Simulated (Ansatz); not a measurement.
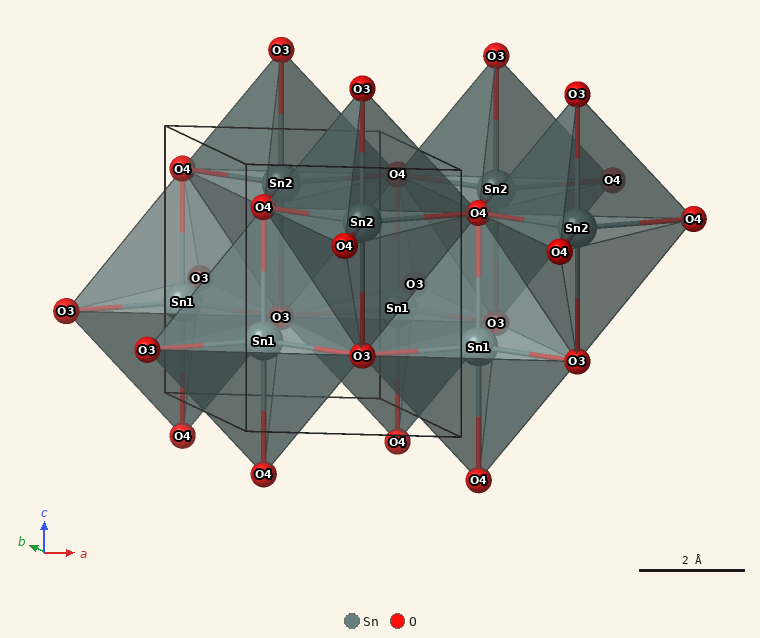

Fig. 1: The input geometry of run A (polyhedral view of the cell of the calculation, repeated 2 × 2 × 1, seen slightly off an axis; polyhedra are completed across the faces of the cell; atoms are numbered from 1 in the order of the input).

**Two runs on SnO**

System: SnO (P6₃/mmc, 4 atoms in the cell).
Method of run A: DFT, r2SCAN, plane waves, PAW, no spin polarisation (Ansatz 0.2.0).

The structure was built on a prototype by a generator. The geometry comes from this level: PBE. Text and figures count atoms from 1; the logs count them from 0 in places.

**Input file, run A**
```yaml
crystal:
  lattice:
    - [4.1745673716, 0.0, 0.0]
    - [-2.0872836858, 3.6152813936, 0.0]
    - [0.0, 0.0, 5.2308963472]
  atoms:
    - { symbol: Sn, position: [0.3333333333, 0.6666666667, 0.25] }
    - { symbol: Sn, position: [0.6666666667, 0.3333333333, 0.75] }
    - { symbol: O, position: [0.6666666667, 0.3333333333, 0.25] }
    - { symbol: O, position: [0.3333333333, 0.6666666667, 0.75] }
kpoints:
  mp_grid: { grid: [6, 6, 4] }
hamiltonian:
  xc: r2scan
scf:
  occupations: { method: fermi_dirac, width: 0.02 }
relax:
  f_tol: 0.005
  cell: {}
```

Hardware: 2 threads of an x86-64 CPU, shared host.

**Output, shortened to warnings, some set-up lines, iterations and results (run A)**
```
Basis set: ecut = 500 eV, 2005 PW (Γ), exchange–correlation on 128×128×160 points (64 copies of the dense FFT grid, shifted against one another)
Symmetry: 24 space group operations
k-points: 21 of 144
Initial density: superposition of atomic densities (neutral atoms: chi_scale 0, normalization atom), corrected by the library's trained network
[...]
SCF iter   1: F=—  HF=-13212.070989 eV  |F-HF|=—  |Δ(HF+E_count)|=         —  Δρ=5.94e-3  dr2=2.00e-2  dr2_τ=4.97e-2  ethr=1.77e-3  ⟨swp⟩=6.2  Hψ=2372  notcnv=0
SCF iter   2: F=—  HF=-13212.118176 eV  |F-HF|=—  |Δ(HF+E_count)|=   4.72e-2  Δρ=3.41e-3  dr2=6.61e-3  dr2_τ=2.75e-4  ethr=5.01e-5  ⟨swp⟩=3.1  Hψ=1166  notcnv=0
SCF iter   3: F=—  HF=-13212.118178 eV  |F-HF|=—  |Δ(HF+E_count)|=   2.73e-6  Δρ=2.00e-3  dr2=2.77e-3  dr2_τ=2.21e-4  ethr=1.65e-5  ⟨swp⟩=2.0  Hψ=746  notcnv=0
SCF iter   4: F=—  HF=-13212.117823 eV  |F-HF|=—  |Δ(HF+E_count)|=   3.55e-4  Δρ=7.32e-4  dr2=4.44e-4  dr2_τ=8.07e-5  ethr=6.92e-6  ⟨swp⟩=2.0  Hψ=794  notcnv=0
SCF iter   5: F=—  HF=-13212.117782 eV  |F-HF|=—  |Δ(HF+E_count)|=   4.13e-5  Δρ=1.68e-4  dr2=1.97e-5  dr2_τ=1.40e-6  ethr=1.11e-6  ⟨swp⟩=2.0  Hψ=605  notcnv=0
[... 40 lines ...]
SCF iter   4: F=—  HF=-13212.137809 eV  |F-HF|=—  |Δ(HF+E_count)|=   1.29e-9  Δρ=9.65e-7  dr2=5.67e-10  dr2_τ=7.44e-11  ethr=2.31e-12  ⟨swp⟩=2.0  Hψ=924  notcnv=0
SCF iter   5: F=—  HF=-13212.137809 eV  |F-HF|=—  |Δ(HF+E_count)|=  4.18e-11  Δρ=4.09e-7  dr2=1.40e-10  dr2_τ=1.38e-11  ethr=1.42e-12  ⟨swp⟩=2.0  Hψ=713  notcnv=0
SCF iter   6: F=-13212.137809 eV  HF=-13212.137809 eV  |F-HF|=3.64e-12  |Δ(HF+E_count)|=  1.09e-11  Δρ=1.34e-7  dr2=1.62e-11  dr2_τ=2.23e-13  ethr=1.00e-12  ⟨swp⟩=5.0  …
SCF 6 converged in 6 iterations: F = -13212.137809 eV  dr2 = 1.62e-11
relax step   6: F+E_penalty+E_count = -13212.13780889 eV  Δ(F+E_penalty+E_count) = +5.359e-4 eV  max|allowed force component| = 1.092e-15 eV/Å  Δτ_max = 0.0000 Å  P = +0.009 …
basis re-selected at this cell: Δ(F+E_penalty+E_count) = +5.359e-4 eV, ΔP = +0.006 GPa vs the last step (what re-selecting the basis moved, of the pressure what is left beyond the Pulay correction that the steps carried, after the strain that the cell walked since its last selection, with what the …
SCF converged after 6 iterations
Free energy (F): -13212.137809 eV
Harris-Foulkes:  -13212.137809 eV  (|F-HF|=3.64e-12)
Internal energy: -13212.137809 eV  (E = F + TS)
E sigma→0 (E₀):  -13212.137809 eV
Entropy (-TS):   -0.000000 eV (-0.000 meV/atom)
Fermi energy:    9.498812 eV
--- Per-component energies (eV) ---
  E_band       = -243.414469
  E_kinetic    = 718.819523
  E_local      = -2602.214991  (includes V_loc(G=0)·N_el)
  E_nonlocal   = 27.558410
  E_hartree    = 1395.828223
  E_xc         = -898.448399
  E_vxc        = -422.517411  (∫ρ·V_xc dr)
  E_paw        = -8627.030872  (= ΣΔE_a)
  E_vpaw       = -783.752455  (= ΣTr[D̂ρ^β])
  E_aug_tail   = 0.001967  (compensation charges beyond the density's cutoff)
  E_vtau       = 27.033969  (kinetic-family band-sum trace: ∫τ·v_τ [+ j·A + Jᵃ·Aᵃ] dr)
  E_ewald      = -3228.058427
  E_core_change = 1.406758  (= ΣΔE_core)
  E_smearing   = -0.000000  (= −TS)
  E_closure    = -0.000000  (closes the sum)
  Σ components = -13212.137809   (vs F -13212.137809, Δ=0.00e0)
--- Forces (eV/Å), atoms counted from 1 ---
  atom   1  Sn     0.00000000     0.00000000     0.00000000
  atom   2  Sn     0.00000000    -0.00000000     0.00000000
  atom   3  O      0.00000000    -0.00000000     0.00000000
  atom   4  O      0.00000000     0.00000000     0.00000000
  max |Σ_I F_I| component: 1.48e-16 eV/Å
--- Stress (GPa, compression-positive) ---
        0.002951      -0.000000       0.000000
        0.000000       0.002951       0.000000
        0.000000       0.000000       0.019791
  P = ⅓ Tr σ = 0.0086 GPa (0.086 kbar)
--- Relaxed structure (5 steps of the walk, 5 accepted, 1 SCFs on fresh bases) ---
  F+E_penalty+E_count = -13212.13780889 eV   max|allowed force component| = 1.092e-15 eV/Å   (the final SCF, on the basis selected at the relaxed cell)
  cell:  # Å, volume = 76.4304 Å³
    - [4.125499257956034, 0.0, 0.0]
    - [-2.062749628978017, 3.572787160683777, 0.0]
    - [0.0, 0.0, 5.185403083580024]
  atoms:
[...]
```

For run B the input was changed thus:
```diff
-  xc: r2scan
+  xc: pbesol
```

How does run B compare with run A?

The total energies belong to different methods, so their difference says nothing on which is more stable or more accurate. The volume per atom goes from 19.11 to 18.78 Å³. The functional changes from r2SCAN to PBEsol. The SCF takes 41 iterations over all geometry steps against 38. The default cutoff goes from 500 to 420 eV with the change.

**Output, shortened to warnings, some set-up lines, iterations and results (run B)**
```
Basis set: ecut = 420 eV, 1547 PW (Γ), exchange–correlation on 60×60×72 points (8 copies of the dense FFT grid, shifted against one another)
Symmetry: 24 space group operations
k-points: 21 of 144
Initial density: superposition of atomic densities (neutral atoms: chi_scale 0, normalization atom), corrected by the library's trained network
[...]
SCF iter   1: F=—  HF=-13019.477097 eV  |F-HF|=—  |Δ(HF+E_count)|=         —  Δρ=2.10e-2  dr2=3.42e-1  ethr=1.77e-3  ⟨swp⟩=6.5  Hψ=2368  notcnv=0
SCF iter   2: F=—  HF=-13019.436344 eV  |F-HF|=—  |Δ(HF+E_count)|=   4.08e-2  Δρ=1.36e-2  dr2=1.23e-1  ethr=8.54e-4  ⟨swp⟩=2.0  Hψ=966  notcnv=0
SCF iter   3: F=—  HF=-13019.411674 eV  |F-HF|=—  |Δ(HF+E_count)|=   2.47e-2  Δρ=1.71e-3  dr2=8.55e-4  ethr=3.08e-4  ⟨swp⟩=2.0  Hψ=705  notcnv=0
SCF iter   4: F=—  HF=-13019.411878 eV  |F-HF|=—  |Δ(HF+E_count)|=   2.04e-4  Δρ=3.75e-4  dr2=1.26e-4  ethr=2.14e-6  ⟨swp⟩=2.0  Hψ=1008  notcnv=0
SCF iter   5: F=—  HF=-13019.411902 eV  |F-HF|=—  |Δ(HF+E_count)|=   2.42e-5  Δρ=1.75e-4  dr2=2.81e-5  ethr=3.15e-7  ⟨swp⟩=2.0  Hψ=924  notcnv=0
[... 45 lines ...]
SCF iter   5: F=—  HF=-13019.456828 eV  |F-HF|=—  |Δ(HF+E_count)|=  8.68e-10  Δρ=1.20e-6  dr2=1.23e-9  ethr=1.51e-11  ⟨swp⟩=1.6  Hψ=520  notcnv=0
SCF iter   6: F=—  HF=-13019.456828 eV  |F-HF|=—  |Δ(HF+E_count)|=  1.78e-10  Δρ=5.12e-7  dr2=1.81e-10  ethr=3.07e-12  ⟨swp⟩=2.3  Hψ=609  notcnv=0
SCF iter   7: F=-13019.456828 eV  HF=-13019.456828 eV  |F-HF|=7.28e-12  |Δ(HF+E_count)|=  2.00e-11  Δρ=7.26e-8  dr2=3.04e-12  ethr=1.00e-12  ⟨swp⟩=3.8  Hψ=1853  notcnv=0
SCF 7 converged in 7 iterations: F = -13019.456828 eV  dr2 = 3.04e-12
relax step   7: F+E_penalty+E_count = -13019.45682786 eV  Δ(F+E_penalty+E_count) = +3.540e-4 eV  max|allowed force component| = 5.366e-16 eV/Å  Δτ_max = 0.0000 Å  P = -0.007 …
basis re-selected at this cell: Δ(F+E_penalty+E_count) = +3.540e-4 eV, ΔP = -0.004 GPa vs the last step (what re-selecting the basis moved, of the pressure what is left beyond the Pulay correction that the steps carried, after the strain that the cell walked since its last selection, with what the …
SCF converged after 7 iterations
Free energy (F): -13019.456828 eV
Harris-Foulkes:  -13019.456828 eV  (|F-HF|=7.28e-12)
Internal energy: -13019.456821 eV  (E = F + TS)
E sigma→0 (E₀):  -13019.456825 eV
Entropy (-TS):   -0.000006 eV (-0.002 meV/atom)
Fermi energy:    9.543021 eV
--- Per-component energies (eV) ---
  E_band       = -212.569253
  E_kinetic    = 717.159919
  E_local      = -2574.698218  (includes V_loc(G=0)·N_el)
  E_nonlocal   = 34.131350
  E_hartree    = 1379.337937
  E_xc         = -905.920225
  E_vxc        = -382.085967  (∫ρ·V_xc dr)
  E_paw        = -8425.162246  (= ΣΔE_a)
  E_vpaw       = -765.756896  (= ΣTr[D̂ρ^β])
  E_aug_tail   = 0.004641  (compensation charges beyond the density's cutoff)
  E_ewald      = -3244.950233
  E_core_change = 0.640255  (= ΣΔE_core)
  E_smearing   = -0.000006  (= −TS)
  E_closure    = 0.000000  (closes the sum)
  Σ components = -13019.456828   (vs F -13019.456828, Δ=0.00e0)
--- Forces (eV/Å), atoms counted from 1 ---
  atom   1  Sn    -0.00000000     0.00000000     0.00000000
  atom   2  Sn     0.00000000    -0.00000000    -0.00000000
  atom   3  O      0.00000000    -0.00000000    -0.00000000
  atom   4  O      0.00000000     0.00000000     0.00000000
  max |Σ_I F_I| component: 7.40e-17 eV/Å
--- Stress (GPa, compression-positive) ---
       -0.004077       0.000000       0.000000
       -0.000000      -0.004077      -0.000000
        0.000000      -0.000000      -0.012124
  P = ⅓ Tr σ = -0.0068 GPa (-0.068 kbar)
--- Relaxed structure (5 steps of the walk, 5 accepted, 2 SCFs on fresh bases) ---
  F+E_penalty+E_count = -13019.45682786 eV   max|allowed force component| = 5.366e-16 eV/Å   (the final SCF, on the basis selected at the relaxed cell)
  cell:  # Å, volume = 75.1358 Å³
    - [4.114885806810048, 0.0, 0.0]
    - [-2.057442903405024, 3.563595642369528, 0.0]
    - [0.0, 0.0, 5.123898598914208]
  atoms:
    - { symbol: Sn, position: [0.3333333333333333, 0.6666666666666666, 0.25] }
    - { symbol: Sn, position: [0.6666666666666666, 0.3333333333333333, 0.75] }
[...]
```

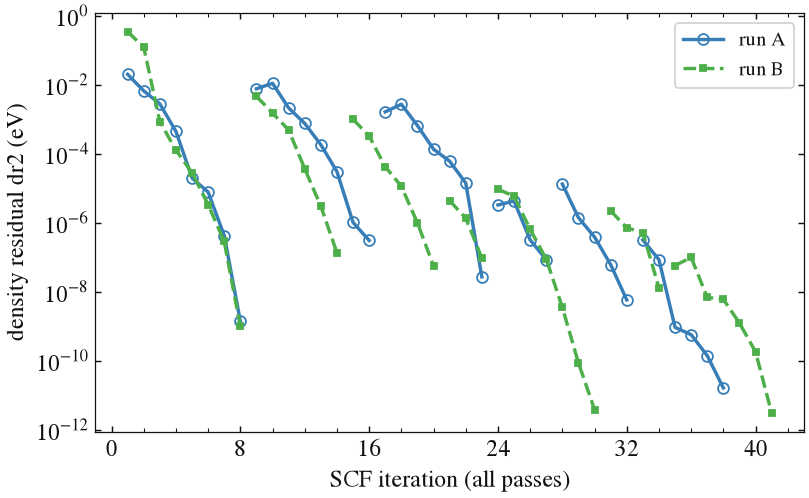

Fig. 2: Convergence of the two runs: density residual dr2 against the SCF iteration. A break in a curve parts two SCF passes. Run A takes 38 iterations in all, and run B takes 41.

**The two runs side by side**

| quantity | run A | run B |
| --- | --- | --- |
| outcome | converged | converged |
| free energy per atom (eV) | −3303.0345 | −3254.8642 |
| pressure (GPa) | 0.01 | −0.01 |
| volume per atom (Å³) | 19.11 | 18.78 |
| largest force (eV/Å) | 0.000 | 0.000 |
| SCF iterations | 38 | 41 |
| irreducible k-points | 21 | 21 |
| wall time (shared host) | 16 s | 7 s |
